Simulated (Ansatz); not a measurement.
**Run report: Ge, geometry relaxation**

- system: Ge (Fd-3m, 2 atoms in the cell)
- method: DFT PBEsol, scalar-relativistic, plane waves, PAW, no spin polarisation (Ansatz 0.2.0)

The structure derives from an entry of the Crystallography Open Database. Figures and captions count atoms from 1; the log counts them from 0 in places.

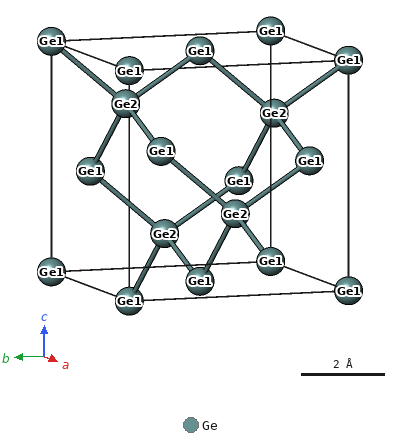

Figure 1. The starting structure (ball-and-stick view of the cell 4 times as large as that of the calculation, set on its symmetry axes, seen at an oblique angle; atoms are numbered from 1 in the order of the input). Near neighbours in the crystal (not all of them lie inside the picture): Ge has 4 Ge at 2.45 Å.

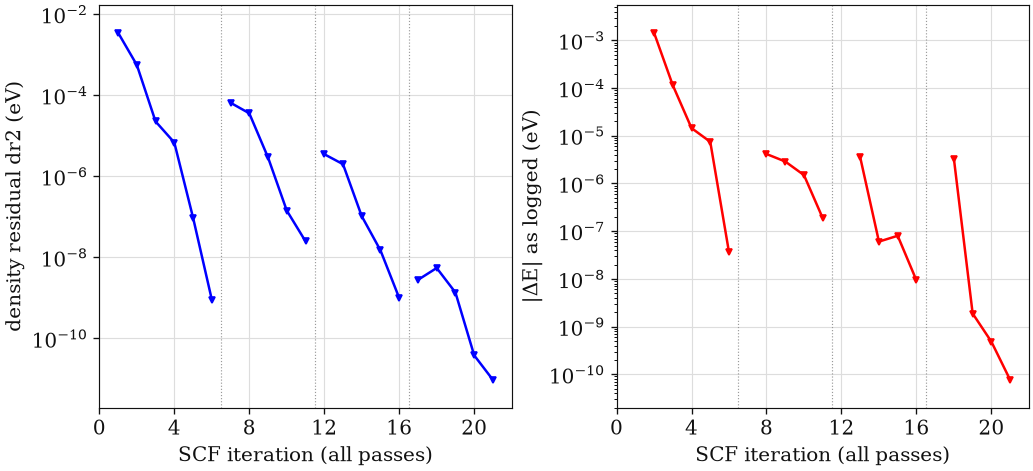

Figure 2. Convergence of the self-consistent field: density residual dr2 and size of the energy change against the SCF iteration. The dotted lines part the SCF passes of the relaxation: geometry steps, rejected trials and re-solves on a re-selected basis. The passes take 6, 5, 5 and 5 iterations.

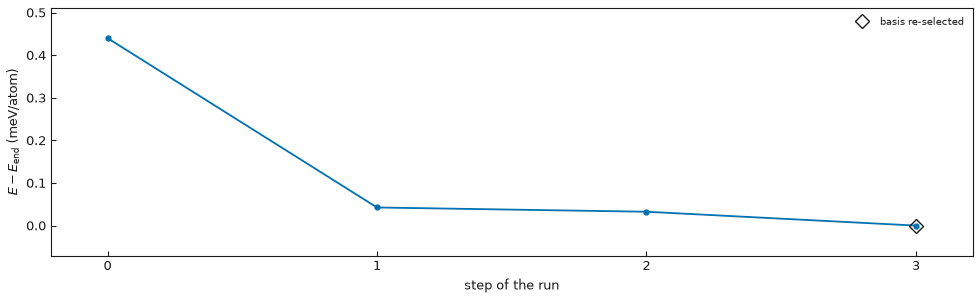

Figure 3. Progress of the relaxation, step by step (the first geometry is step 0 here and step 1 in the log). The energy falls by 0.4 meV per atom in 2 geometry steps. All forces vanish by symmetry, so only the cell relaxes. Pressure: 0.65 GPa at the start and 0.00 GPa at the end. No atom moves by more than 0.005 Å relative to the cell. Cell: a = b = c 5.658 → 5.676 Å (+0.3 %). Volume +1.0 %. Among the contacts that change: Ge1–Ge2 2.450 → 2.458 Å. The space group stays Fd-3m (No. 227). A last SCF at the same geometry on a re-selected plane-wave basis shifts the energy by next to nothing (0.0 meV per atom). (Atoms are counted from 1 in the order of the input.)

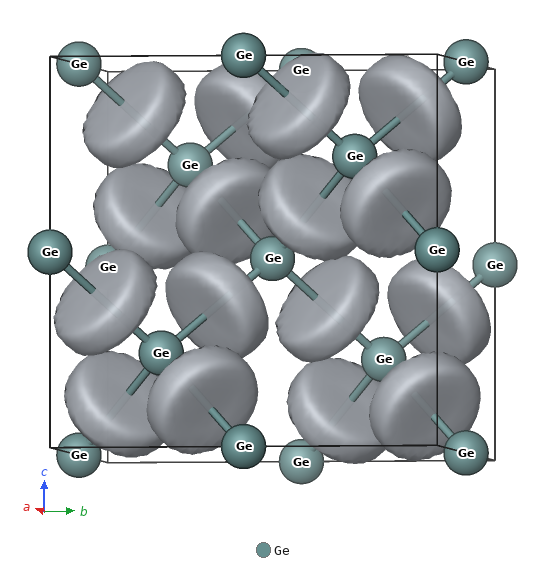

Figure 4. Isosurface of the ELF at 0.55 (grey), seen at an oblique angle. Only the valence region is drawn (cores and ρ < 0.01 e/Å³ removed). Sticks mark near contacts. The outline is the cell set on symmetry axes. Values along the shortest contacts: Ge–Ge (2.46 Å): the ELF peaks at about 0.75 between the atoms (localised, shared-pair bonding). In a PAW calculation such maps are meaningful between the atoms, not at the nuclei.

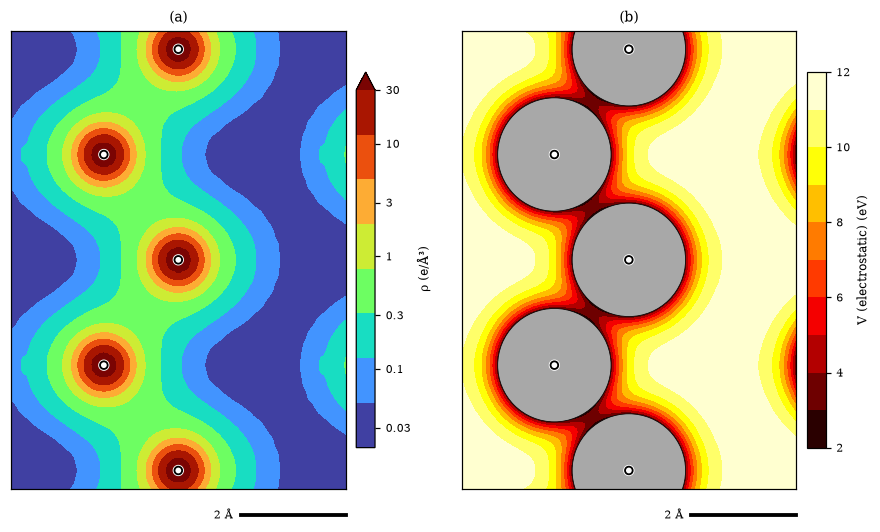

Figure 5. (a) valence electron density; (b) electrostatic potential energy of an electron on the (110) plane of the conventional cell. Circles mark the nuclei in the plane (Ge). Grey discs, where drawn, cover atomic cores. Ge–Ge (2.46 Å): ρ is about 0.5 e/Å³ halfway. Away from the nuclei the density in this plane falls to 0.02 e/Å³ at its lowest. Outside the cores the potential energy rises away from the atoms and is highest about 2.4 Å from the nearest atoms; outside the discs it spans about 10 eV, and its zero is arbitrary.

These pictures come from the run below.

The input:
```yaml
crystal:
  lattice:
    - [0.0, 2.82891, 2.82891]
    - [2.82891, 0.0, 2.82891]
    - [2.82891, 2.82891, 0.0]
  atoms:
    - { symbol: Ge, position: [0.0, 0.0, 0.0] }
    - { symbol: Ge, position: [0.25, 0.25, 0.25] }
basis:
  ecutwfc: 420
kpoints:
  mp_grid: { grid: [14, 14, 14] }
hamiltonian:
  xc: pbesol
scf:
  occupations: { method: gaussian, width: 0.1 }
output:
  forces: true
  stress: true
  eigenvalues: true
  write_density: true
  write_potential: true
  elf: true
  volumetric_format: npy
relax:
  adjacent_minimum: "off"
  f_tol: 0.005
  max_steps: 80
  cell: { stress_tol: 0.05 }
```

Launched with:
```bash
ansatz run input.yaml --threads 2 --pin off --max-ram 5120MiB --backend cpu --events-out ev --progress --plain --runs-dir out
```

Log:
```
Engine: ansatz 0.2.0, x86_64-unknown-linux-gnu
Pseudopotentials: kind: paw
Pseudopotential: Ge, paw, valence charge 14, recommended cutoff 420 eV (normal), Ge.paw.azcp
Functional definition: PBEsol
  exchange = pbesol_x
  correlation = pbesol_c
Crystal: 2 atoms, lattice volume = 45.278 Å³
Basis set: ecut = 420 eV, 893 PW (Γ), exchange–correlation on 54×54×54 points (8 copies of the dense FFT grid, shifted against one another)
Bands: 18, of which v1, the nominal top of the filled ones, is band 14 counted from 1 (13 counted from 0)
Symmetry: 48 space group operations
Space group: Fd-3m (ITA 227), of the structure as read, at distance tolerance 3.6e-5 Å
k-points: 104 of 2744
Non-local potential: Ge, projectors of the file, l = 0: 2, l = 1: 2, l = 2: 3, l = 3: 1
PAW form: soft (Blöchl's): semilocal exchange-correlation on the pseudo side does not see the compensation charge
PAW frozen core: Ge, regenerated for the run's functional, and the local potential with it (the file was generated under x = pbe(κ = 0.804, μ = 0.2195149727645171), c = pbe(β = 0.06672455060314922))
PAW one-centre angular grid: Ge, 590 points (default); XC on 64 Gauss nodes
Initial density: superposition of atomic densities (neutral atoms: chi_scale 0, normalization atom), corrected by the library's trained network
Initial wavefunctions: pseudopotential atomic-orbital guess
Functional: x = pbesol(κ = 0.804, μ = 0.12345679012345678), c = pbesol(β = 0.046)
SCF iter   1: F=—  HF=-8506.994430 eV  |F-HF|=—  |Δ(HF+E_count)|=         —  Δρ=2.54e-3  dr2=3.48e-3  ethr=1.77e-3  ⟨swp⟩=5.7  Hψ=8772  notcnv=0
preconditioner: auto → none  [insulator: Δε(μ)=0.113 eV  Ē_g=23.357 eV  σ=0.100 eV  W_gap=0.54  n_scr=14 (ndim 8)  ℏωp=29.2 eV  f_vac=0.080  D(μ)=0.04/eV (n_scr^D=0)  ε∞_Penn≈2.6]
SCF iter   2: F=—  HF=-8506.992979 eV  |F-HF|=—  |Δ(HF+E_count)|=   1.45e-3  Δρ=1.25e-3  dr2=5.57e-4  ethr=1.24e-5  ⟨swp⟩=2.2  Hψ=3409  notcnv=0
SCF iter   3: F=—  HF=-8506.993094 eV  |F-HF|=—  |Δ(HF+E_count)|=   1.15e-4  Δρ=2.58e-4  dr2=2.25e-5  ethr=1.99e-6  ⟨swp⟩=2.0  Hψ=3329  notcnv=0
SCF iter   4: F=—  HF=-8506.993079 eV  |F-HF|=—  |Δ(HF+E_count)|=   1.45e-5  Δρ=1.67e-4  dr2=6.81e-6  ethr=8.02e-8  ⟨swp⟩=2.0  Hψ=3331  notcnv=0
SCF iter   5: F=—  HF=-8506.993072 eV  |F-HF|=—  |Δ(HF+E_count)|=   7.47e-6  Δρ=1.96e-5  dr2=9.58e-8  ethr=2.43e-8  ⟨swp⟩=2.0  Hψ=3329  notcnv=0
SCF iter   6: F=-8506.993072 eV  HF=-8506.993072 eV  |F-HF|=2.09e-9  |Δ(HF+E_count)|=   3.62e-8  Δρ=2.07e-6  dr2=9.13e-10  ethr=3.42e-10  ⟨swp⟩=8.1  Hψ=12809  notcnv=0
SCF 1 converged in 6 iterations: F = -8506.993072 eV  dr2 = 9.13e-10
  greatest PAW one-centre occupation: 0.998 electrons in one spin orbital (limit 2), on the Ge atom at site 1 (counted from 0), in its partial waves of l = 2
relax step   1: F+E_penalty+E_count = -8506.99307175 eV  Δ(F+E_penalty+E_count) = +0.000e0 eV  max|allowed force component| = 1.388e-17 eV/Å  Δτ_max = 0.0000 Å  P = +0.654 GPa  Ω = 45.278 Å³  (6 SCF iters, dr2 threshold 1.00e-7 eV, accepted)
Crystal: 2 atoms, lattice volume = 45.629 Å³
Initial density: handed on by an earlier stage of this run
Initial wavefunctions: those handed on with the density
iter 1 solved again at ethr=3.11e-7 eV; its pass at ethr=3.10e-3 eV (dr2=8.71e-5 eV) is discarded
SCF iter   1: F=—  HF=-8506.993873 eV  |F-HF|=—  |Δ(HF+E_count)|=         —  Δρ=3.47e-4  dr2=6.51e-5  ethr=3.11e-7  ⟨swp⟩=2.0  Hψ=10140  notcnv=0
preconditioner: auto → Kerker (q_TF=auto, 2.515 Å⁻¹)  [metal: Δε(μ)=0.092 eV  Ē_g=23.373 eV  σ=0.100 eV  W_gap=0.45  n_scr=14 (ndim 8)  ℏωp=29.1 eV  f_vac=0.058  D(μ)=0.05/eV (n_scr^D=0)]
SCF iter   2: F=—  HF=-8506.993869 eV  |F-HF|=—  |Δ(HF+E_count)|=   4.15e-6  Δρ=2.36e-4  dr2=3.58e-5  ethr=2.33e-7  ⟨swp⟩=1.0  Hψ=1872  notcnv=0
SCF iter   3: F=—  HF=-8506.993866 eV  |F-HF|=—  |Δ(HF+E_count)|=   2.89e-6  Δρ=5.40e-5  dr2=2.92e-6  ethr=1.28e-7  ⟨swp⟩=1.2  Hψ=1894  notcnv=0
SCF iter   4: F=—  HF=-8506.993867 eV  |F-HF|=—  |Δ(HF+E_count)|=   1.50e-6  Δρ=2.43e-5  dr2=1.43e-7  ethr=7.14e-10  ⟨swp⟩=6.2  Hψ=12234  notcnv=0
SCF iter   5: F=-8506.993867 eV  HF=-8506.993867 eV  |F-HF|=5.31e-8  |Δ(HF+E_count)|=   1.88e-7  Δρ=8.75e-6  dr2=2.50e-8  ethr=5.10e-10  ⟨swp⟩=8.0  Hψ=12672  notcnv=0
SCF 2 converged in 5 iterations: F = -8506.993867 eV  dr2 = 2.50e-8
relax step   2: F+E_penalty+E_count = -8506.99386709 eV  Δ(F+E_penalty+E_count) = -7.953e-4 eV  max|allowed force component| = 6.187e-17 eV/Å  Δτ_max = 0.0000 Å  P = +0.122 GPa  Ω = 45.629 Å³  energy of the carried Pulay correction = -5.085e-5 eV  (5 SCF iters, dr2 threshold 2.00e-7 eV, accepted)
Crystal: 2 atoms, lattice volume = 45.710 Å³
iter 1 solved again at ethr=1.61e-8 eV; its pass at ethr=3.10e-3 eV (dr2=4.52e-6 eV) is discarded
SCF iter   1: F=—  HF=-8506.993891 eV  |F-HF|=—  |Δ(HF+E_count)|=         —  Δρ=7.82e-5  dr2=3.51e-6  ethr=1.61e-8  ⟨swp⟩=2.0  Hψ=10137  notcnv=0
preconditioner: auto → Kerker (q_TF=auto, 2.514 Å⁻¹)  [metal: Δε(μ)=0.088 eV  Ē_g=23.367 eV  σ=0.100 eV  W_gap=0.43  n_scr=14 (ndim 8)  ℏωp=29.1 eV  f_vac=0.058  D(μ)=0.05/eV (n_scr^D=0)]
SCF iter   2: F=—  HF=-8506.993887 eV  |F-HF|=—  |Δ(HF+E_count)|=   3.54e-6  Δρ=5.40e-5  dr2=1.99e-6  ethr=1.25e-8  ⟨swp⟩=1.0  Hψ=1872  notcnv=0
SCF iter   3: F=—  HF=-8506.993887 eV  |F-HF|=—  |Δ(HF+E_count)|=   6.05e-8  Δρ=1.30e-5  dr2=1.04e-7  ethr=7.11e-9  ⟨swp⟩=2.0  Hψ=2285  notcnv=0
SCF iter   4: F=—  HF=-8506.993887 eV  |F-HF|=—  |Δ(HF+E_count)|=   8.02e-8  Δρ=7.41e-6  dr2=1.49e-8  ethr=1.33e-10  ⟨swp⟩=7.2  Hψ=11186  notcnv=0
SCF iter   5: F=-8506.993887 eV  HF=-8506.993887 eV  |F-HF|=2.46e-9  |Δ(HF+E_count)|=   9.32e-9  Δρ=1.54e-6  dr2=9.97e-10  ethr=5.32e-11  ⟨swp⟩=6.5  Hψ=9801  notcnv=0
SCF 3 converged in 5 iterations: F = -8506.993887 eV  dr2 = 9.97e-10
relax step   3: F+E_penalty+E_count = -8506.99388713 eV  Δ(F+E_penalty+E_count) = -2.004e-5 eV  max|allowed force component| = 4.626e-17 eV/Å  Δτ_max = 0.0000 Å  P = +0.002 GPa  Ω = 45.710 Å³  energy of the carried Pulay correction = -6.260e-5 eV  (5 SCF iters, dr2 threshold 3.74e-8 eV, accepted)
Initial wavefunctions: pseudopotential atomic-orbital guess (no wavefunctions were taken with the density)
iter 1 solved again at ethr=2.35e-7 eV; its pass at ethr=3.10e-3 eV (dr2=6.57e-5 eV) is discarded
SCF iter   1: F=—  HF=-8506.993955 eV  |F-HF|=—  |Δ(HF+E_count)|=         —  Δρ=5.39e-6  dr2=2.79e-9  ethr=2.35e-7  ⟨swp⟩=2.4  Hψ=12827  notcnv=0
eigensolver tolerance schedule: the retry pair's looser diagonalisation over-reported the residual by 23581.82 of it (diagonalisation noise at an unbounded share of the residual, at the tolerance the schedule requests for it); recorded, not acted on — ethr = c·dr2/N_el stays at c = 1.0e-1
SCF iter   2: F=—  HF=-8506.993952 eV  |F-HF|=—  |Δ(HF+E_count)|=   3.27e-6  Δρ=5.31e-6  dr2=5.48e-9  ethr=9.95e-12  ⟨swp⟩=3.0  Hψ=4527  notcnv=0
SCF iter   3: F=—  HF=-8506.993952 eV  |F-HF|=—  |Δ(HF+E_count)|=   1.88e-9  Δρ=2.56e-6  dr2=1.36e-9  ethr=9.95e-12  ⟨swp⟩=2.0  Hψ=3148  notcnv=0
SCF iter   4: F=—  HF=-8506.993952 eV  |F-HF|=—  |Δ(HF+E_count)|=  4.82e-10  Δρ=2.81e-7  dr2=3.84e-11  ethr=4.86e-12  ⟨swp⟩=2.0  Hψ=2189  notcnv=0
SCF iter   5: F=-8506.993952 eV  HF=-8506.993952 eV  |F-HF|=1.09e-11  |Δ(HF+E_count)|=  7.64e-11  Δρ=1.21e-7  dr2=9.53e-12  ethr=1.00e-12  ⟨swp⟩=5.0  Hψ=7079  notcnv=0
SCF 4 converged in 5 iterations: F = -8506.993952 eV  dr2 = 9.53e-12
relax step   4: F+E_penalty+E_count = -8506.99395170 eV  Δ(F+E_penalty+E_count) = -6.457e-5 eV  max|allowed force component| = 5.551e-17 eV/Å  Δτ_max = 0.0000 Å  P = +0.002 GPa  Ω = 45.710 Å³  stress off target by 2.39e-3 GPa  SCF on the basis re-selected at this cell (its energy is not comparable with the rows above)  (5 SCF iters)
basis re-selected at this cell: Δ(F+E_penalty+E_count) = -6.457e-5 eV, ΔP = +0.000 GPa vs the last step (what re-selecting the basis moved, of the pressure what is left beyond the Pulay correction that the steps carried, after the strain that the cell walked since its last selection, with what the two solves' SCF thresholds leave and, on support functions, any second-order correction that the steps lacked; it is no measure of the basis error at this ecutwfc). This SCF's stress stands 2.39e-3 GPa from its target on what of the cell is left free (relax.cell.stress_tol is 5.00e-2 GPa) and its largest allowed force component is 5.55e-17 eV/Å (relax.f_tol is 5.00e-3 eV/Å): within both
SCF converged after 5 iterations
Free energy (F): -8506.993952 eV
Harris-Foulkes:  -8506.993952 eV  (|F-HF|=1.09e-11)
Internal energy: -8506.993706 eV  (E = F + TS)
E sigma→0 (E₀):  -8506.993829 eV
Entropy (-TS):   -0.000246 eV (-0.123 meV/atom)
Fermi energy:    8.330602 eV
--- Per-component energies (eV) ---
  E_band       = -305.524390
  E_kinetic    = 222.985078
  E_local      = -4957.841729  (includes V_loc(G=0)·N_el)
  E_nonlocal   = 840.238411
  E_hartree    = 2172.511563
  E_xc         = -149.891889
  E_vxc        = -129.403815  (∫ρ·V_xc dr)
  E_paw        = -3958.192868  (= ΣΔE_a)
  E_vpaw       = -626.526326  (= ΣTr[D̂ρ^β])
  E_aug_tail   = 0.000813  (compensation charges beyond the density's cutoff)
  E_ewald      = -2678.638957
  E_core_change = 1.835872  (= ΣΔE_core)
  E_smearing   = -0.000246  (= −TS)
  E_closure    = -0.000000  (closes the sum)
  Σ components = -8506.993952   (vs F -8506.993952, Δ=0.00e0)
--- Forces (eV/Å), atoms counted from 1 ---
  atom   1  Ge    -0.00000000    -0.00000000    -0.00000000
  atom   2  Ge     0.00000000     0.00000000     0.00000000
  max |Σ_I F_I| component: 7.40e-17 eV/Å
--- Stress (GPa, compression-positive) ---
        0.002389       0.000000       0.000000
       -0.000000       0.002389      -0.000000
        0.000000      -0.000000       0.002389
  P = ⅓ Tr σ = 0.0024 GPa (0.024 kbar)
--- Band table (eV; the first three rows and the last of 104) ---
  k-point 0: bands = ["-16.4824", "-16.4824", "-16.4824", "-16.4469", "-16.4469", "-16.2403", "-16.2403", "-16.2403", "-16.2280", "-16.2280", "-4.4074", "8.2119", "8.3153", "8.3153", "8.3153", "10.8378", "10.8378", "10.8378"]
  k-point 1: bands = ["-16.4856", "-16.4856", "-16.4815", "-16.4426", "-16.4426", "-16.2458", "-16.2458", "-16.2413", "-16.2232", "-16.2232", "-4.3454", "6.9663", "8.1901", "8.1901", "9.1324", "11.0046", "11.0046", "11.1013"]
  k-point 2: bands = ["-16.4919", "-16.4919", "-16.4792", "-16.4333", "-16.4333", "-16.2545", "-16.2545", "-16.2440", "-16.2161", "-16.2161", "-4.1611", "5.5816", "7.9041", "7.9041", "9.2458", "11.3862", "11.3862", "11.9994"]
  k-point 103: bands = ["-16.5284", "-16.5284", "-16.3928", "-16.3928", "-16.3412", "-16.3412", "-16.3094", "-16.3094", "-16.1759", "-16.1759", "-0.4578", "-0.4578", "4.4571", "4.4571", "11.9182", "11.9182", "13.6246", "13.6246"]
--- Relaxed structure (3 steps of the walk, 3 accepted, 1 SCFs on fresh bases) ---
  F+E_penalty+E_count = -8506.99395170 eV   max|allowed force component| = 5.551e-17 eV/Å   (the final SCF, on the basis selected at the relaxed cell)
  cell:  # Å, volume = 45.7102 Å³
    - [3.0413001821345556e-34, 2.8378823598877747, 2.8378823598877747]
    - [2.8378823598877747, 5.159064183306786e-34, 2.8378823598877747]
    - [2.8378823598877747, 2.8378823598877747, 1.751534136307862e-35]
  atoms:
    - { symbol: Ge, position: [1.5956316415713413e-35, -2.7303030311331846e-35, 2.7303030311331846e-35] }
    - { symbol: Ge, position: [0.25, 0.25, 0.25] }
```

Trajectory as extended XYZ (Å, eV, eV/Å), 4 frames, from step=1 to step=4:
```
2
Lattice="0.0000 2.8289 2.8289 2.8289 0.0000 2.8289 2.8289 2.8289 0.0000" Properties=species:S:1:pos:R:3:forces:R:3 step=1 energy=-8506.99307 pressure_GPa=0.65
Ge    0.0000    0.0000    0.0000    0.0000   0.0000   0.0000
Ge    1.4145    1.4145    1.4145    0.0000   0.0000   0.0000
2
Lattice="0.0000 2.8362 2.8362 2.8362 0.0000 2.8362 2.8362 2.8362 0.0000" Properties=species:S:1:pos:R:3:forces:R:3 step=2 energy=-8506.99387 pressure_GPa=0.12
Ge    0.0000    0.0000    0.0000    0.0000   0.0000   0.0000
Ge    1.4181    1.4181    1.4181    0.0000   0.0000   0.0000
2
Lattice="0.0000 2.8379 2.8379 2.8379 0.0000 2.8379 2.8379 2.8379 0.0000" Properties=species:S:1:pos:R:3:forces:R:3 step=3 energy=-8506.99389 pressure_GPa=0.00
Ge    0.0000    0.0000    0.0000    0.0000   0.0000   0.0000
Ge    1.4189    1.4189    1.4189    0.0000   0.0000   0.0000
2
Lattice="0.0000 2.8379 2.8379 2.8379 0.0000 2.8379 2.8379 2.8379 0.0000" Properties=species:S:1:pos:R:3:forces:R:3 step=4 energy=-8506.99395 pressure_GPa=0.00
Ge    0.0000    0.0000    0.0000    0.0000   0.0000   0.0000
Ge    1.4189    1.4189    1.4189    0.0000   0.0000   0.0000
```

Summary:

```tsv
quantity	value
outcome	converged
space group (tolerance 0.01 Å)	Fd-3m (227)
electrons treated	28
free energy	−8506.9940 eV
Fermi energy	8.331 eV
gap on the k-point mesh	none (metallic)
pressure	0.00 GPa
final volume	45.71 Å³
largest force (length of the vector) at the end	under 0.001 eV/Å
final cell	a = 4.013 Å, b = 4.013 Å, c = 4.013 Å, α = 60.00°, β = 60.00°, γ = 60.00°
hardware	2 threads of Intel Xeon Gold (Sapphire Rapids), 64 GiB of memory available, shared host
wall time	5.5 s (CPU time 11 s)
peak memory	0.42 GiB
```
